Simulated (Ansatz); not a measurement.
**MgO: density, localisation and related maps**

```xyz
4
Lattice="3.2894 0.0000 0.0000 -1.6447 2.8488 0.0000 0.0000 0.0001 5.0311" Properties=species:S:1:pos:R:3 pbc="T T T"
Mg   -0.0001    1.8992    0.0242
Mg    1.6446    0.9496    2.5398
O     0.0000    1.8992    2.0114
O     1.6446    0.9496    4.5270
```

Space group P6₃mc; a structure from a database of computed crystals, not necessarily the ambient phase; changed on purpose from its base cell (all atoms moved at random, sigma 0.15 A a component; relaxed back).

Method: DFT r2SCAN, scalar-relativistic, plane waves, PAW in Ansatz 0.2.0.

Core electrons are frozen (PAW), and the valence fields are smoothed inside the atomic spheres.

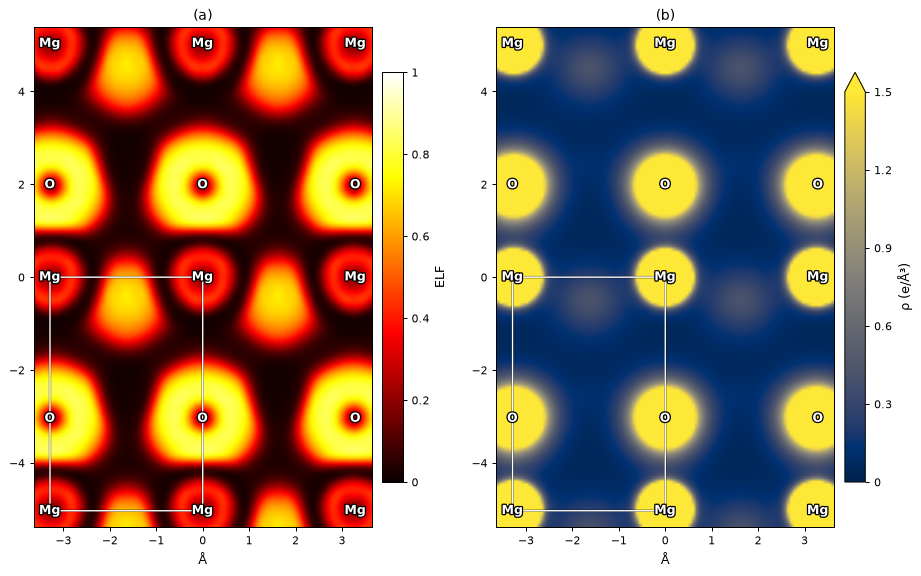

Figure 1. (a) electron localisation function; (b) valence pseudo-density on the (010) plane of the conventional cell.

### Describe what can be read from this map.

The section cuts through Mg and O sites. Atoms just off the plane (Mg, 0.9 Å away and O, 0.9 Å away) can leave unmarked features too. Mg–O (1.99 Å): the density is about 0.44 e/Å³ at the midpoint; the ELF peaks at about 0.85 in the valence shell of O, 0.7 Å from its nucleus, and is about 0.35 at the midpoint; an ionic contact with no shared pair. Between the atoms the lowest density in this plane is 0.04 e/Å³.

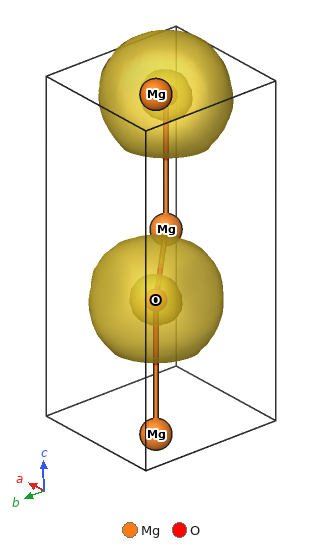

Figure 2. Isosurface of the ELF at 0.7 (yellow), seen at an oblique angle. Core shells and regions of very low density are left out. Sticks mark near contacts.

### Describe the localisation domains.

The ELF exceeds this value in two regions wrapped around O (the valence shell of each), counted in one cell of 4 atoms. Any copies at cell faces, edges or corners count once. Profiles from the grid: Mg–O (1.97 Å): the ELF peaks at about 0.85 in the valence shell of O, 0.7 Å from its nucleus, and is about 0.35 at the midpoint (a closed-shell, largely ionic contact).

### Does the calculation make it a metal, or give it a gap?

It is gapped, with a Kohn–Sham gap of 4.2 eV on the k-point mesh (the band edges may lie off the mesh, which would make the gap smaller).
